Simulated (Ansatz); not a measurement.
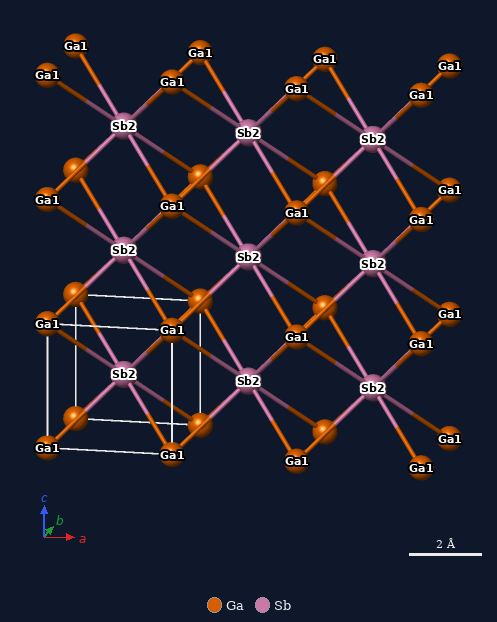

*The input geometry (ball-and-stick view of the cell of the calculation, repeated 3 × 1 × 3, seen slightly off an axis; atoms are numbered from 1 in the order of the input). An atom can appear more than once, as a periodic image.*

Near neighbours in the periodic cell (some may lie outside the picture): Ga has 8 Sb at 3.10 Å; Sb has 8 Ga at 3.10 Å.

**Single-point calculation, with input and output: GaSb**

System: GaSb (2 atoms in the cell).
Method: DFT, r2SCAN, plane waves, PAW, no spin polarisation (Ansatz 0.2.0).

The structure was built on a prototype by a generator. The geometry comes from this level: r2SCAN. Figures and captions count atoms from 1; the log counts them from 0 in places.

**Log**
```
scf.n_extra_bands = 4 over 14 filled bands (N_el = 28.0): the run solves 18 bands
Engine: ansatz 0.2.0, aarch64-unknown-linux-gnu
Pseudopotentials: kind: paw
Pseudopotential: Ga, paw, valence charge 13, recommended cutoff 500 eV (meta_gga), Ga.paw.azcp
Pseudopotential: Sb, paw, valence charge 15, recommended cutoff 500 eV (meta_gga), Sb.paw.azcp
Functional definition: r2SCAN
  parameter k0 = 0.174
  parameter k1 = 0.065
  parameter a1 = 4.9479
  exchange = r2scan_x(k0 = k0, k1 = k1, a1 = a1)
  correlation = r2scan_c
Crystal: 2 atoms, lattice volume = 45.953 Å³
Basis set: ecut = 500 eV, 1189 PW (Γ), exchange–correlation on 108×108×108 points (64 copies of the dense FFT grid, shifted against one another)
Bands: 18, of which v1, the nominal top of the filled ones, is band 14 counted from 1 (13 counted from 0)
Symmetry: 48 space group operations
Space group: Pm-3m (ITA 221), of the structure as read, at distance tolerance 3.6e-5 Å
k-points: 35 of 512
Non-local potential: Ga, projectors of the file, l = 0: 2, l = 1: 2, l = 2: 3, l = 3: 1
Non-local potential: Sb, projectors of the file, l = 0: 2, l = 1: 2, l = 2: 2, l = 3: 2
PAW form: soft (Blöchl's): semilocal exchange-correlation on the pseudo side does not see the compensation charge
PAW frozen core: Ga, regenerated for the run's functional (the file was generated under x = pbe(κ = 0.804, μ = 0.2195149727645171), c = pbe(β = 0.06672455060314922))
PAW frozen core: Sb, regenerated for the run's functional (the file was generated under x = pbe(κ = 0.804, μ = 0.2195149727645171), c = pbe(β = 0.06672455060314922))
PAW one-centre angular grid: Ga, 590 points (default); XC on 160 Gauss nodes
PAW one-centre angular grid: Sb, 590 points (default); XC on 160 Gauss nodes
Initial density: superposition of atomic densities (neutral atoms: chi_scale 0, normalization atom), corrected by the library's trained network
Initial wavefunctions: pseudopotential atomic-orbital guess
Functional: x = r2scan, c = r2scan; τ floored in thin density (d = 2e-4 eV/Å³)
SCF iter   1: F=—  HF=-10288.807267 eV  |F-HF|=—  |Δ(HF+E_count)|=         —  Δρ=8.00e-3  dr2=1.26e-2  dr2_τ=4.43e-4  ethr=1.77e-3  ⟨swp⟩=6.5  Hψ=3253  notcnv=0
preconditioner: auto → Resta (q_TF=auto, 2.512 Å⁻¹)  ε∞=3.5  [insulator: Δε(μ)=0.096 eV  Ē_g=14.806 eV  σ=0.020 eV  W_gap=0.65  n_scr=18 (ndim 8)  ℏωp=23.2 eV  f_vac=0.000  D(μ)=2.83/eV (n_scr^D=26)  ε∞_Penn≈3.5]
SCF iter   2: F=—  HF=-10288.827792 eV  |F-HF|=—  |Δ(HF+E_count)|=   2.05e-2  Δρ=2.94e-3  dr2=3.62e-3  dr2_τ=4.48e-5  ethr=4.50e-5  ⟨swp⟩=2.3  Hψ=1374  notcnv=0  defer=8
SCF iter   3: F=—  HF=-10288.828884 eV  |F-HF|=—  |Δ(HF+E_count)|=   1.09e-3  Δρ=1.82e-3  dr2=1.09e-3  dr2_τ=1.69e-5  ethr=1.29e-5  ⟨swp⟩=2.3  Hψ=1035  notcnv=0  defer=8
SCF iter   4: F=—  HF=-10288.829672 eV  |F-HF|=—  |Δ(HF+E_count)|=   7.88e-4  Δρ=3.30e-4  dr2=3.31e-5  dr2_τ=9.32e-7  ethr=3.91e-6  ⟨swp⟩=2.6  Hψ=1017  notcnv=0  defer=8
SCF iter   5: F=—  HF=-10288.829738 eV  |F-HF|=—  |Δ(HF+E_count)|=   6.63e-5  Δρ=1.16e-4  dr2=4.42e-6  dr2_τ=1.04e-7  ethr=1.18e-7  ⟨swp⟩=3.0  Hψ=1127  notcnv=0  defer=8
SCF iter   6: F=—  HF=-10288.829747 eV  |F-HF|=—  |Δ(HF+E_count)|=   8.69e-6  Δρ=2.46e-5  dr2=2.71e-7  dr2_τ=4.63e-9  ethr=1.58e-8  ⟨swp⟩=2.0  Hψ=1115  notcnv=0  defer=8
SCF iter   7: F=-10288.829748 eV  HF=-10288.829748 eV  |F-HF|=1.29e-8  |Δ(HF+E_count)|=   6.82e-7  Δρ=5.81e-6  dr2=1.60e-8  dr2_τ=2.94e-10  ethr=3.57e-10  ⟨swp⟩=6.8  Hψ=2894  notcnv=0
SCF 1 converged in 7 iterations: F = -10288.829748 eV  dr2 = 1.60e-8
  greatest PAW one-centre occupation: 0.994 electrons in one spin orbital (limit 2), on the Ga atom at site 0 (counted from 0), in its partial waves of l = 2
NSCF: frozen V_eff on 6 k-points
SCF converged after 7 iterations
Free energy (F): -10288.829748 eV
Harris-Foulkes:  -10288.829748 eV  (|F-HF|=1.29e-8)
Internal energy: -10288.826445 eV  (E = F + TS)
E sigma→0 (E₀):  -10288.828097 eV
Entropy (-TS):   -0.003302 eV (-1.651 meV/atom)
Fermi energy:    10.581321 eV
--- Per-component energies (eV) ---
  E_band       = -194.962505
  E_kinetic    = 319.944034
  E_local      = -3231.219373  (includes V_loc(G=0)·N_el)
  E_nonlocal   = 786.190583
  E_hartree    = 1502.662590
  E_xc         = -189.688731
  E_vxc        = -162.610390  (∫ρ·V_xc dr)
  E_paw        = -6600.814673  (= ΣΔE_a)
  E_vpaw       = -922.970944  (= ΣTr[D̂ρ^β])
  E_aug_tail   = -0.000045  (compensation charges beyond the density's cutoff)
  E_vtau       = 10.379961  (kinetic-family band-sum trace: ∫τ·v_τ [+ j·A + Jᵃ·Aᵃ] dr)
  E_ewald      = -2875.753796
  E_core_change = -0.147033  (= ΣΔE_core)
  E_smearing   = -0.003302  (= −TS)
  E_closure    = 0.000000  (closes the sum)
  Σ components = -10288.829748   (vs F -10288.829748, Δ=0.00e0)
--- Forces (eV/Å), atoms counted from 1 ---
  atom   1  Ga    -0.00000000     0.00000000     0.00000000
  atom   2  Sb    -0.00000000    -0.00000000     0.00000000
  max |Σ_I F_I| component: 1.21e-29 eV/Å
--- Stress (GPa, compression-positive) ---
        0.287950      -0.000000       0.000000
       -0.000000       0.287950       0.000000
       -0.000000       0.000000       0.287950
  P = ⅓ Tr σ = 0.2880 GPa (2.880 kbar)
--- Band table (eV; the first three rows and the last of 35) ---
  k-point 0: bands = ["-19.2698", "-19.2698", "-19.2328", "-19.2328", "-19.2328", "-4.7267", "-4.7267", "-4.6759", "-4.6759", "-4.6759", "-2.1357", "8.8224", "10.0271", "10.0271", "10.0271", "15.1551", "15.1551", "19.9753"]
  k-point 1: bands = ["-19.2696", "-19.2638", "-19.2345", "-19.2345", "-19.2326", "-4.7262", "-4.7195", "-4.6799", "-4.6799", "-4.6758", "-1.9500", "7.3563", "10.2335", "10.2335", "10.6761", "15.3210", "16.4921", "19.0233"]
  k-point 2: bands = ["-19.2690", "-19.2494", "-19.2386", "-19.2386", "-19.2322", "-4.7249", "-4.7024", "-4.6895", "-4.6895", "-4.6756", "-1.4039", "5.2193", "10.8359", "10.8359", "11.4085", "15.8178", "17.1049", "17.3341"]
  k-point 34: bands = ["-19.2568", "-19.2568", "-19.2568", "-19.2059", "-19.2059", "-4.7375", "-4.7375", "-4.7375", "-4.6391", "-4.6391", "3.3159", "7.2576", "8.0907", "8.0907", "8.0907", "10.0275", "10.0275", "10.0275"]
```

**File bands.tsv**
```
# k_distance	band_0	band_1	band_2	band_3	band_4	band_5	band_6	band_7	band_8	band_9	band_10	band_11	band_12	band_13	band_14	band_15	band_16	band_17
# fermi_ev = 10.581321
# lock_threshold_ev = 1e-6
# [0, 0, 0] at k_distance = 0.000000
# [0, 0.5, 0] at k_distance = 0.877094
# [0.5, 0.5, 0] at k_distance = 1.754189
# [0.5, 0.5, 0.5] at k_distance = 2.631283
# [0.05, 0.5, 0] at k_distance = 3.811293
# [0.45, 0.45, 0.45] at k_distance = 4.871090
# levels_relative_to = fermi_ev
# free_energy_ev = -10288.829748
# largest_residual_norms_ev = 7.829e-4 9.417e-4 9.756e-4 5.414e-4 1.014e-3 8.629e-4 4.751e-4 8.811e-4 8.604e-4 1.081e-3 5.908e-4 9.127e-4 6.813e-4 1.070e-3 1.413e-3 8.906e-4 1.136e-3 2.170e-3
0.000000	-29.851117	-29.851117	-29.814122	-29.814122	-29.814122	-15.308066	-15.308066	-15.257179	-15.257179	-15.257179	-12.716984	-1.758968	-0.554238	-0.554238	-0.554238	4.573800	4.573800	9.394021
0.877094	-29.849532	-29.825719	-29.825719	-29.812885	-29.810206	-15.304383	-15.284435	-15.284435	-15.260246	-15.256673	-10.534579	-8.237797	1.869161	1.869161	2.747425	3.347578	3.931374	3.931374
1.754189	-29.840303	-29.829223	-29.824677	-29.824677	-29.787968	-15.350108	-15.278964	-15.274753	-15.274753	-15.221772	-8.633119	-5.133010	-5.035383	-5.035383	3.089966	5.512892	6.771632	6.771632
2.631283	-29.838091	-29.838091	-29.838091	-29.787253	-29.787253	-15.318845	-15.318845	-15.318845	-15.220410	-15.220410	-7.265411	-3.323711	-2.490656	-2.490656	-2.490656	-0.553857	-0.553857	-0.553857
3.811293	-29.848789	-29.826076	-29.825693	-29.813174	-29.809909	-15.303406	-15.286181	-15.284196	-15.259629	-15.257114	-10.504803	-8.206113	1.374822	1.892205	2.293150	3.727830	3.957367	4.239645
4.871090	-29.837547	-29.837464	-29.837464	-29.788825	-29.788825	-15.318705	-15.316912	-15.316912	-15.222642	-15.222642	-7.430836	-3.725785	-2.602964	-2.602964	-2.586737	-0.260526	-0.260526	0.462774
```

The run was set up as follows.

**Input file**
```yaml
crystal:
  lattice:
    - [3.581818482, 0.0, 0.0]
    - [0.0, 3.581818482, 0.0]
    - [0.0, 0.0, 3.581818482]
  atoms:
    - { symbol: Ga, position: [0.0, 0.0, 0.0] }
    - { symbol: Sb, position: [0.5, 0.5, 0.5] }
kpoints:
  mp_grid: { grid: [8, 8, 8] }
  band_path:
    path:
      - [0.0, 0.0, 0.0]
      - [0.0, 0.5, 0.0]
      - [0.5, 0.5, 0.0]
      - [0.5, 0.5, 0.5]
      - [0.05, 0.5, 0.0]
      - [0.45, 0.45, 0.45]
    npoints: 1
hamiltonian:
  xc: r2scan
scf:
  occupations: { method: fermi_dirac, width: 0.02 }
  n_extra_bands: 4
output:
  forces: true
  stress: true
  eigenvalues: true
```

Command:
```bash
ansatz run input.yaml --threads 2 --pin off --max-ram 2211MiB --backend cpu --events-out ev --progress --plain --runs-dir out
```

**Summary**

| quantity | value |
| --- | --- |
| outcome | converged |
| space group (tolerance 0.01 Å) | Pm-3m (221) |
| electrons treated | 28 |
| free energy | −10288.8297 eV |
| Fermi energy | 10.581 eV |
| band gap | none (metallic) |
| pressure | 0.29 GPa |
| largest force (length of the vector) | under 0.001 eV/Å |
| hardware | 2 threads of Arm Neoverse V1, 24 GiB of memory available, shared host |
| wall time | 3.1 s (CPU time 5.9 s) |
| peak memory | 0.41 GiB |
